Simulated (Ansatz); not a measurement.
# Geometry relaxation, with input and output: Cu₂₇O₁₄ (part 3 of 4)

Cu₂₇O₁₄ (defect cell, 41 atoms in the cell); DFT LDA, scalar-relativistic, plane waves, PAW, spin-polarised (Ansatz 0.2.0); cutoff 420 eV, 2×2×2 k-mesh, Gaussian smearing of 0.01 eV, collinear spins. The structure derives from a Materials Project entry. It belongs to a series of runs on one base structure; here: Cu vacancy (site c), charge +0, atoms relaxed at the host's cell.

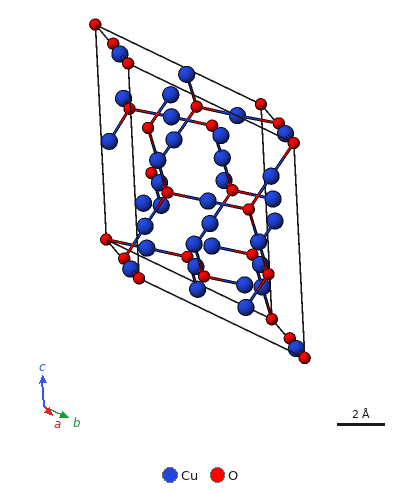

The geometry at step 2 of the log (ball-and-stick view of the cell of the calculation, seen slightly off an axis).

Output, continued
```
  k-point 3 ↓: bands = ["-100.3896", "-100.3895", "-100.3877", "-100.3581", "-100.3349", "-100.3347", "-100.3347", "-100.3342", "-100.3314", "-100.3313", ... 149 levels left out ..., "5.7661", "5.7955", "5.9308", "6.1503", "6.4680", "6.6559", "7.0727", "7.1512", "7.3506", "7.4044", "7.5365", "7.5533", "7.6295", "7.6914", "7.7584", "7.8000", "7.8423", "7.9085", "7.9391", "7.9575", "7.9761", "8.0517", "8.0628", "8.1056", "8.1136", "8.1934", "8.2312", "8.2399", "8.2909",
      "8.3341", "8.3656", "8.4048", "8.4301", "8.4402", "8.4538", "8.4673", "8.4734", "8.5133", "8.5491", "8.5508", "8.5600", "8.5753", "8.5868", "8.5959", "8.5994", "8.6064", "8.6232", "8.6251", "8.6394", "8.6508", "8.6555", "8.6674", "8.6742", "8.6929", "8.6968", "8.7060", "8.7386", "8.7650", "8.7956", "8.8146", "8.8293", "8.8356", "8.8526", "8.8796", "8.8876", "8.9090", "8.9233", "8.9418", "8.9536",
      "8.9568", "8.9751", "8.9760", "8.9931", "9.0006", "9.0198", "9.0304", "9.0616", "9.0677", "9.0730", "9.0837", "9.1083", "9.1129", "9.1238", "9.1368", "9.1452", "9.1511", "9.1610", "9.1652", "9.1836", "9.1885", "9.1899", "9.2049", "9.2232", "9.2371", "9.2497", "9.2584", "9.2758", "9.2941", "9.3053", "9.3110", "9.3170", "9.3290", "9.3388", "9.3444", "9.3650", "9.3916", "9.3979", "9.4088", "9.4190",
      "9.4517", "9.4835", "9.5111", "9.5466", "9.5812", "9.6404", "9.6776", "9.7251", "9.7429", "9.7646", "9.8248", "9.8610", "9.9149", "10.0944", "10.0992", "10.1653", "10.2046", "10.2317", "10.2470", "10.3385", "10.4290", "10.4920", "10.5372", "10.5549", "10.5814", "10.6032", "10.6656", "10.7058", "10.7575", "10.7934", "10.9989", "12.2638", "13.0591", "13.1135", "13.1525", "13.2525", "13.3595", "13.3965", "13.4831", "13.5456",
      "13.6418", "13.8053", "13.8915", "14.0339", "14.1260", "14.3053", "14.3811", "14.4555", "14.6436", "14.8287", "15.1262", "15.1675", "15.3752", "15.4268", "15.5874", "15.6695", "16.0560", "16.1000", "16.2913", "16.4280", "16.7607", "16.8554", "17.4143", "17.5260", "17.6179", "17.9971", "18.0216", "18.2520", "18.3751", "18.4189", "18.5652", "18.6683", "19.0145", "19.1569", "19.3831", "19.5947", "19.7864", "19.8336", "19.8594", "19.9891",
      "20.1921", "20.1993", "20.3287", "20.5488", "20.6996", "20.8424", "21.2740", "21.3670", "21.7890", "21.9601", "22.1551"]
--- Relaxed structure (6 steps of the walk, 6 accepted, 0 SCFs on fresh bases) ---
  F+E_penalty+E_count = -184758.05847967 eV   max|allowed force component| = 5.060e-3 eV/Å
  atoms:
    - { symbol: Cu, position: [0.5326384231438781, 0.6405313142332677, 0.7129596495224214] }
    - { symbol: Cu, position: [0.8230935814685182, 0.7843374366396757, 0.43159202878995573] }
    - { symbol: Cu, position: [0.1018823532372079, 0.9324207448258958, 0.14605573834170585] }
    - { symbol: Cu, position: [0.6830572055508495, 0.21017420599420827, 0.5681727185600329] }
    - { symbol: Cu, position: [0.9622350395071566, 0.35837442542333625, 0.28273933251696315] }
    - { symbol: Cu, position: [0.25260689252784774, 0.5020960720023727, 0.0012161006232537797] }
    - { symbol: Cu, position: [0.5258615267487553, 0.13897915456685664, 0.20126000655308465] }
    - { symbol: Cu, position: [0.6761657417779832, 0.7082172252733941, 0.0694668882253211] }
    - { symbol: Cu, position: [0.9495944332436045, 0.8513935121808401, 0.7869506636042306] }
    - { symbol: Cu, position: [0.25926562140676723, 0.003929288419769958, 0.5127935375960351] }
    - { symbol: Cu, position: [0.8354674025693526, 0.29128297679624576, 0.9273986651676871] }
    - { symbol: Cu, position: [0.10924023442353806, 0.4345523749955965, 0.6448970823062591] }
    - { symbol: Cu, position: [0.39251688925000666, 0.5711312875839281, 0.3569375742247441] }
    - { symbol: Cu, position: [0.319984476279565, 0.7967879340330586, 0.9266547231560676] }
    - { symbol: Cu, position: [0.46505265550321445, 0.3461244484182135, 0.787360024618504] }
    - { symbol: Cu, position: [0.7462984228365418, 0.4931505980554719, 0.4963555266705131] }
    - { symbol: Cu, position: [0.03916786081621465, 0.6495701752862, 0.21789520049002284] }
    - { symbol: Cu, position: [0.6195160398731091, 0.9284239873188112, 0.6398792725827936] }
    - { symbol: Cu, position: [0.8927321101038128, 0.07135964844903406, 0.3571715437122113] }
    - { symbol: Cu, position: [0.16536802743667062, 0.21397115703163855, 0.07424333954563882] }
    - { symbol: Cu, position: [0.7299857155545137, 1.0023455586591477, 0.9949774256560926] }
    - { symbol: Cu, position: [0.8928019572146554, 0.5714806804152427, 0.8572454213012851] }
    - { symbol: Cu, position: [0.17575820878084272, 0.7094513398179781, 0.5689641063904727] }
    - { symbol: Cu, position: [0.46706645145242653, 0.8597293501936768, 0.2892320695400833] }
    - { symbol: Cu, position: [0.054672807467401274, 0.1403767382871991, 0.7191285973181727] }
    - { symbol: Cu, position: [0.31830031898731836, 0.28287222018006997, 0.42508063934722307] }
    - { symbol: Cu, position: [0.6094263034619758, 0.4330520804436197, 0.1452069897980745] }
    - { symbol: O, position: [0.48180447503498486, 0.008288099577036759, -0.016152437263751984] }
    - { symbol: O, position: [0.6366905307190105, 0.5632442416090476, 0.8527836639931973] }
    - { symbol: O, position: [0.9271054071585894, 0.7106186549818511, 0.5751512019714283] }
    - { symbol: O, position: [0.2185470500784013, 0.8661014400890458, 0.292613837523516] }
    - { symbol: O, position: [0.8016331494494774, 0.1439206246305918, 0.7140192825304897] }
    - { symbol: O, position: [0.06929816901433114, 0.2880273489697783, 0.428688102393482] }
    - { symbol: O, position: [0.35451868697606986, 0.42474879208008814, 0.14192307790802192] }
    - { symbol: O, position: [0.1488380415779213, 0.5796474770570756, 0.8615877799262455] }
    - { symbol: O, position: [0.30288128652434443, 0.1346606955314374, 0.7300549550043978] }
    - { symbol: O, position: [0.5668588869097301, 0.27662616786370564, 0.42158095510722626] }
    - { symbol: O, position: [0.8582614486146231, 0.4321912335111052, 0.13924058624664049] }
    - { symbol: O, position: [0.43048881695848773, 0.7175043120548995, 0.5719390100930075] }
    - { symbol: O, position: [0.7160972218945412, 0.8547100642908249, 0.2856645021543467] }
    - { symbol: O, position: [0.9830102774657632, -0.0013904571712377023, 0.0002637157529029599] }
--- Löwdin populations: 41 sites ---
  site symbol       q [e]    m [muB]
     0     Cu     18.4337     0.0162
     1     Cu     18.4343     0.0153
     2     Cu     18.4316     0.0174
     3     Cu     18.4316     0.0174
     4     Cu     18.4343     0.0153
     5     Cu     18.4336     0.0162
     6     Cu     18.4265     0.0193
     7     Cu     18.4348     0.0135
     8     Cu     18.4190     0.0142
     9     Cu     18.4263     0.0194
    10     Cu     18.4190     0.0141
    11     Cu     18.4349     0.0135
    12     Cu     18.4370     0.0131
    13     Cu     18.4260     0.0168
    14     Cu     18.4259     0.0168
    15     Cu     18.4346     0.0114
    16     Cu     18.4346     0.0114
    17     Cu     18.4193     0.0155
    18     Cu     18.4350     0.0115
    19     Cu     18.4192     0.0155
    20     Cu     18.4382     0.0110
    21     Cu     18.4448     0.0058
    22     Cu     18.4285     0.0081
    23     Cu     18.4439     0.0076
    24     Cu     18.4381     0.0110
    25     Cu     18.4440     0.0076
    26     Cu     18.4284     0.0081
    27      O      6.8972     0.0126
    28      O      6.9073     0.0082
    29      O      6.9040     0.0079
    30      O      6.9068     0.0089
    31      O      6.9061     0.0099
    32      O      6.9054     0.0076
    33      O      6.9042     0.0086
    34      O      6.9073     0.0082
    35      O      6.8973     0.0126
    36      O      6.9068     0.0089
    37      O      6.9040     0.0079
    38      O      6.9042     0.0086
    39      O      6.9054     0.0076
    40      O      6.9061     0.0099
  spilling = 0.004490 (of n_electrons = 597.000000)
```

File populations.tsv
```
# site	symbol	l	j	q_up	q_dn
# orbitals = lowdin
# n_electrons = 597.000000
# spilling = 0.004490
0	Cu	0_3S	-	0.998688	0.998687
0	Cu	0_4S	-	0.394499	0.393435
0	Cu	1_3P	-	2.999382	2.999383
0	Cu	2_3D	-	4.832345	4.817258
1	Cu	0_3S	-	0.998671	0.998671
1	Cu	0_4S	-	0.394585	0.393619
1	Cu	1_3P	-	2.999385	2.999385
1	Cu	2_3D	-	4.832132	4.817838
2	Cu	0_3S	-	0.998691	0.998690
2	Cu	0_4S	-	0.394660	0.393680
2	Cu	1_3P	-	2.999378	2.999379
2	Cu	2_3D	-	4.831793	4.815336
3	Cu	0_3S	-	0.998692	0.998691
3	Cu	0_4S	-	0.394656	0.393676
3	Cu	1_3P	-	2.999379	2.999380
3	Cu	2_3D	-	4.831802	4.815338
4	Cu	0_3S	-	0.998671	0.998671
4	Cu	0_4S	-	0.394570	0.393606
4	Cu	1_3P	-	2.999384	2.999385
4	Cu	2_3D	-	4.832169	4.817868
5	Cu	0_3S	-	0.998688	0.998687
5	Cu	0_4S	-	0.394513	0.393458
5	Cu	1_3P	-	2.999382	2.999383
5	Cu	2_3D	-	4.832320	4.817205
6	Cu	0_3S	-	0.998678	0.998677
6	Cu	0_4S	-	0.406144	0.403375
6	Cu	1_3P	-	2.999376	2.999374
6	Cu	2_3D	-	4.818705	4.802138
7	Cu	0_3S	-	0.998699	0.998699
7	Cu	0_4S	-	0.395236	0.393814
7	Cu	1_3P	-	2.999386	2.999386
7	Cu	2_3D	-	4.830854	4.818770
8	Cu	0_3S	-	0.998698	0.998698
8	Cu	0_4S	-	0.388852	0.387388
8	Cu	1_3P	-	2.999366	2.999365
8	Cu	2_3D	-	4.829653	4.816957
9	Cu	0_3S	-	0.998678	0.998677
9	Cu	0_4S	-	0.406127	0.403356
9	Cu	1_3P	-	2.999376	2.999374
9	Cu	2_3D	-	4.818658	4.802057
10	Cu	0_3S	-	0.998699	0.998698
10	Cu	0_4S	-	0.388888	0.387421
10	Cu	1_3P	-	2.999366	2.999366
10	Cu	2_3D	-	4.829597	4.816949
11	Cu	0_3S	-	0.998699	0.998698
11	Cu	0_4S	-	0.395247	0.393822
11	Cu	1_3P	-	2.999386	2.999386
11	Cu	2_3D	-	4.830873	4.818787
12	Cu	0_3S	-	0.998659	0.998659
12	Cu	0_4S	-	0.398258	0.396730
12	Cu	1_3P	-	2.999396	2.999395
12	Cu	2_3D	-	4.828770	4.817152
13	Cu	0_3S	-	0.998683	0.998682
13	Cu	0_4S	-	0.405530	0.403642
13	Cu	1_3P	-	2.999374	2.999373
13	Cu	2_3D	-	4.817802	4.802900
14	Cu	0_3S	-	0.998684	0.998683
14	Cu	0_4S	-	0.405500	0.403609
14	Cu	1_3P	-	2.999374	2.999373
14	Cu	2_3D	-	4.817792	4.802873
15	Cu	0_3S	-	0.998672	0.998672
15	Cu	0_4S	-	0.396759	0.395636
15	Cu	1_3P	-	2.999390	2.999390
15	Cu	2_3D	-	4.828189	4.817877
16	Cu	0_3S	-	0.998672	0.998672
16	Cu	0_4S	-	0.396756	0.395637
16	Cu	1_3P	-	2.999390	2.999390
16	Cu	2_3D	-	4.828182	4.817877
17	Cu	0_3S	-	0.998698	0.998697
17	Cu	0_4S	-	0.388204	0.387002
17	Cu	1_3P	-	2.999365	2.999365
17	Cu	2_3D	-	4.831129	4.816820
18	Cu	0_3S	-	0.998709	0.998709
18	Cu	0_4S	-	0.393500	0.392640
18	Cu	1_3P	-	2.999390	2.999390
18	Cu	2_3D	-	4.831658	4.820975
19	Cu	0_3S	-	0.998698	0.998697
19	Cu	0_4S	-	0.388189	0.386988
19	Cu	1_3P	-	2.999365	2.999365
19	Cu	2_3D	-	4.831124	4.816807
20	Cu	0_3S	-	0.998681	0.998681
20	Cu	0_4S	-	0.408667	0.408652
20	Cu	1_3P	-	2.999380	2.999380
20	Cu	2_3D	-	4.817853	4.806906
21	Cu	0_3S	-	0.998683	0.998684
21	Cu	0_4S	-	0.398766	0.398776
21	Cu	1_3P	-	2.999391	2.999392
21	Cu	2_3D	-	4.828424	4.822651
22	Cu	0_3S	-	0.998709	0.998709
22	Cu	0_4S	-	0.390130	0.390040
22	Cu	1_3P	-	2.999378	2.999379
22	Cu	2_3D	-	4.830049	4.822082
23	Cu	0_3S	-	0.998693	0.998694
23	Cu	0_4S	-	0.397101	0.397077
23	Cu	1_3P	-	2.999389	2.999390
23	Cu	2_3D	-	4.830586	4.822982
24	Cu	0_3S	-	0.998682	0.998682
24	Cu	0_4S	-	0.408657	0.408639
24	Cu	1_3P	-	2.999380	2.999380
24	Cu	2_3D	-	4.817801	4.806853
25	Cu	0_3S	-	0.998693	0.998693
25	Cu	0_4S	-	0.397097	0.397072
25	Cu	1_3P	-	2.999389	2.999390
25	Cu	2_3D	-	4.830646	4.823040
26	Cu	0_3S	-	0.998709	0.998709
26	Cu	0_4S	-	0.390116	0.390025
26	Cu	1_3P	-	2.999378	2.999379
26	Cu	2_3D	-	4.830057	4.822064
27	O	0_2S	-	0.900431	0.900304
27	O	1_2P	-	2.554446	2.542009
28	O	0_2S	-	0.877181	0.877109
28	O	1_2P	-	2.580576	2.572421
29	O	0_2S	-	0.876161	0.876089
29	O	1_2P	-	2.579773	2.571978
30	O	0_2S	-	0.877004	0.876930
30	O	1_2P	-	2.580845	2.572031
31	O	0_2S	-	0.876588	0.876443
31	O	1_2P	-	2.581416	2.571682
32	O	0_2S	-	0.877477	0.877457
32	O	1_2P	-	2.579020	2.571458
33	O	0_2S	-	0.875914	0.875788
33	O	1_2P	-	2.580477	2.572006
34	O	0_2S	-	0.877183	0.877110
34	O	1_2P	-	2.580577	2.572416
35	O	0_2S	-	0.900332	0.900205
35	O	1_2P	-	2.554624	2.542145
36	O	0_2S	-	0.877015	0.876942
36	O	1_2P	-	2.580836	2.572031
37	O	0_2S	-	0.876163	0.876091
37	O	1_2P	-	2.579770	2.571982
38	O	0_2S	-	0.875912	0.875788
38	O	1_2P	-	2.580483	2.572031
39	O	0_2S	-	0.877435	0.877415
39	O	1_2P	-	2.579067	2.571502
40	O	0_2S	-	0.876616	0.876470
40	O	1_2P	-	2.581387	2.571637
```

Trajectory as extended XYZ (Å, eV, eV/Å), 6 frames, from step=1 to step=6
```
41
Lattice="4.1663 4.1663 4.1663 0.0000 -8.3326 4.1663 4.1663 0.0000 -8.3326" Properties=species:S:1:pos:R:3:forces:R:3 step=1 energy=-184757.59777
Cu    5.2079   -3.1247   -1.0416    0.0020  -0.0257  -0.0264
Cu    5.2079   -3.1247    3.1247   -0.0191   0.0132  -0.0141
Cu    1.0416   -7.2910    3.1247   -0.0065   0.0018   0.0240
Cu    5.2079    1.0416   -1.0416   -0.0009  -0.0137  -0.0452
Cu    5.2079    1.0416    3.1247    0.0048  -0.0006   0.0111
Cu    1.0416   -3.1247    3.1247    0.0039   0.0221   0.0294
Cu    3.1247    1.0416    1.0416    0.5330  -0.4065  -0.4843
Cu    3.1247   -3.1247    5.2079   -0.0067  -0.0024  -0.0024
Cu    7.2910   -3.1247    1.0416   -0.0465   0.0014  -0.0887
Cu    3.1247    1.0416   -3.1247   -0.4404   0.2649   0.3205
Cu    7.2910    1.0416   -3.1247    0.0363  -0.0003   0.0795
Cu    3.1247   -3.1247   -3.1247    0.0095  -0.0015   0.0048
Cu    3.1247   -3.1247    1.0416    0.0019   0.0004   0.0017
Cu    5.2079   -5.2079   -3.1247    0.8492  -0.7176   0.6456
Cu    5.2079   -1.0416   -3.1247   -1.0954   0.8700  -0.8887
Cu    5.2079   -1.0416    1.0416   -0.0135   0.0154  -0.0080
Cu    1.0416   -5.2079    1.0416    0.0197  -0.0183   0.0076
Cu    5.2079   -5.2079    1.0416    0.0197   0.0661   0.1009
Cu    5.2079    3.1247    1.0416   -0.0119  -0.0020   0.0092
Cu    1.0416   -1.0416    1.0416   -0.0163  -0.0702  -0.1089
Cu    7.2910   -5.2079   -1.0416   -0.0226  -0.1381  -0.2005
Cu    7.2910   -1.0416   -1.0416    0.0022  -0.0005   0.0029
Cu    3.1247   -5.2079   -1.0416   -0.0639   0.0767  -0.0151
Cu    3.1247   -5.2079    3.1247   -0.0123   0.0121  -0.0086
Cu    3.1247   -1.0416   -5.2079   -0.7024  -0.6508  -0.5867
Cu    3.1247   -1.0416   -1.0416    0.0176  -0.0052  -0.0007
Cu    3.1247   -1.0416    3.1247    0.0602  -0.0777   0.0213
O     2.1881    2.0660    2.0541   -1.5831   1.0350   0.2746
O     6.2495   -2.0832   -2.0832    0.0846   0.0188   0.0186
O     6.2495   -2.0832    2.0832    0.1265   0.0026  -0.0057
O     2.0832   -6.2495    2.0832    0.0217   0.1090   0.0549
O     6.2495    2.0832   -2.0832    0.0123  -0.1051  -0.2526
O     2.0832   -2.0832   -2.0832   -0.0022  -0.0561   0.0469
O     2.0832   -2.0832    2.0832   -0.0030   0.1286   0.0086
O     4.1663   -4.1663   -4.1663   -0.0821  -0.0022  -0.0052
O     4.0071   -0.0005   -4.1855    2.4536  -0.2398   0.9271
O     4.1663    0.0000    0.0000    0.0131  -0.1017  -0.0243
O     4.1663    0.0000    4.1663   -0.1373   0.0013   0.0048
O     4.1663   -4.1663    0.0000    0.0015  -0.1302  -0.0088
O     4.1663   -4.1663    4.1663    0.0022   0.0554  -0.0445
O     4.1663    4.1663    4.1663   -0.0096   0.0716   0.2253
41
Lattice="4.1663 4.1663 4.1663 0.0000 -8.3326 4.1663 4.1663 0.0000 -8.3326" Properties=species:S:1:pos:R:3:forces:R:3 step=2 energy=-184757.81422
Cu    5.2038   -3.1155   -1.0526    0.0113  -0.0140  -0.0186
Cu    5.2100   -3.1187    3.1200   -0.0101   0.0046  -0.0118
Cu    1.0405   -7.3040    3.1179   -0.0020   0.0039   0.0218
Cu    5.2080    1.0534   -1.0373   -0.0028  -0.0104  -0.0346
Cu    5.2048    1.0362    3.1289    0.0006   0.0026   0.0083
Cu    1.0454   -3.1332    3.1351   -0.0082   0.0129   0.0188
Cu    3.0996    1.0374    1.0556    0.3639  -0.2238  -0.3026
Cu    3.1193   -3.1151    5.2025   -0.0043   0.0060   0.0010
Cu    7.2829   -3.1244    1.0259   -0.0440  -0.0060  -0.0715
Cu    3.1528    1.0462   -3.1324   -0.3276   0.1353   0.1835
Cu    7.2976    1.0372   -3.1141    0.0399   0.0063   0.0679
Cu    3.1288   -3.1304   -3.1183    0.0043  -0.0075   0.0009
Cu    3.1247   -3.1258    1.0406    0.0010   0.0005   0.0005
Cu    5.2055   -5.2340   -3.1016    0.5912  -0.5117   0.4607
Cu    5.2064   -1.0121   -3.1458   -0.7867   0.6388  -0.6625
Cu    5.2038   -1.0325    1.0400   -0.0149   0.0150  -0.0064
Cu    1.0471   -5.2176    1.0422    0.0180  -0.0160   0.0058
Cu    5.2185   -5.1958    1.0491    0.0129   0.0585   0.0825
Cu    5.2066    3.1261    1.0431   -0.0082  -0.0016   0.0055
Cu    1.0307   -1.0563    1.0294   -0.0117  -0.0602  -0.0850
Cu    7.2623   -5.2240   -1.0425    0.0068  -0.1058  -0.1508
Cu    7.2904   -1.0400   -1.0409    0.0017  -0.0017   0.0015
Cu    3.1251   -5.2004   -1.0459   -0.0579   0.0658  -0.0054
Cu    3.1257   -5.2080    3.1262   -0.0026   0.0042  -0.0124
Cu    3.1543   -1.0306   -5.2131   -0.4945  -0.3906  -0.3246
Cu    3.1234   -1.0386   -1.0408    0.0049   0.0012   0.0061
Cu    3.1243   -1.0513    3.1264    0.0556  -0.0668   0.0076
O     2.1260    2.0368    2.0920   -1.1060   0.6781   0.1498
O     6.2405   -2.0645   -2.0961    0.0347   0.0244   0.0073
O     6.2526   -2.0770    2.0753    0.0959  -0.0006  -0.0067
O     2.0931   -6.2598    2.0823    0.0147   0.0459   0.0454
O     6.2615    2.0906   -2.0784    0.0126  -0.0597  -0.1362
O     2.0815   -2.0868   -2.0798   -0.0119  -0.0243   0.0063
O     2.0768   -2.0865    2.0823   -0.0049   0.0948  -0.0057
O     4.1736   -4.1809   -4.1524   -0.0317  -0.0101  -0.0011
O     4.0785    0.0297   -4.2073    1.7385  -0.2238   0.6415
O     4.1574    0.0122    0.0033    0.0065  -0.0350  -0.0183
O     4.1637   -0.0092    4.1714   -0.0978  -0.0052   0.0093
O     4.1723   -4.1644   -0.0022    0.0027  -0.0950   0.0074
O     4.1669   -4.1594    4.1651    0.0174   0.0233  -0.0092
O     4.1531    4.1548    4.1559   -0.0072   0.0479   0.1242
```
